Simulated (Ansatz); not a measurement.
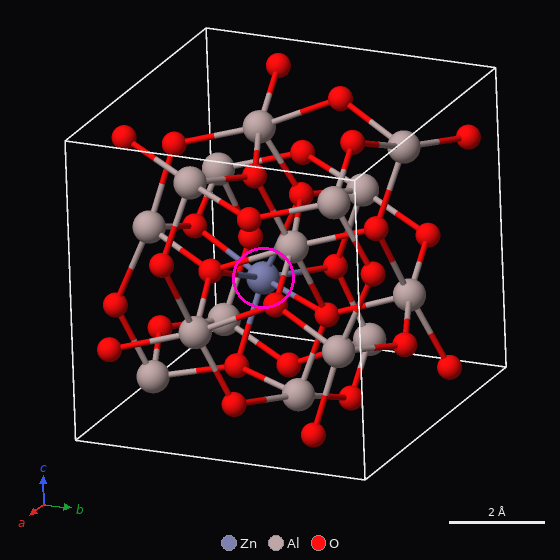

A ball-and-stick picture of a crystal structure, seen from a general direction. The lines enclose the supercell; boundary atoms appear with their images. The host is Al₂O₃, in a cell of 40 sites, and the cell carries a charge of -1. A ring marks the defect's site.

Which defect is modelled here, and what are its neighbours?

Answer. Zinc on an aluminium site (a substitutional impurity). It is bonded to six O at about 2.0 to 2.2 Å.

The atoms were relaxed in the host's cell with DFT PBE, scalar-relativistic, plane waves, PAW in Ansatz 0.2.0.
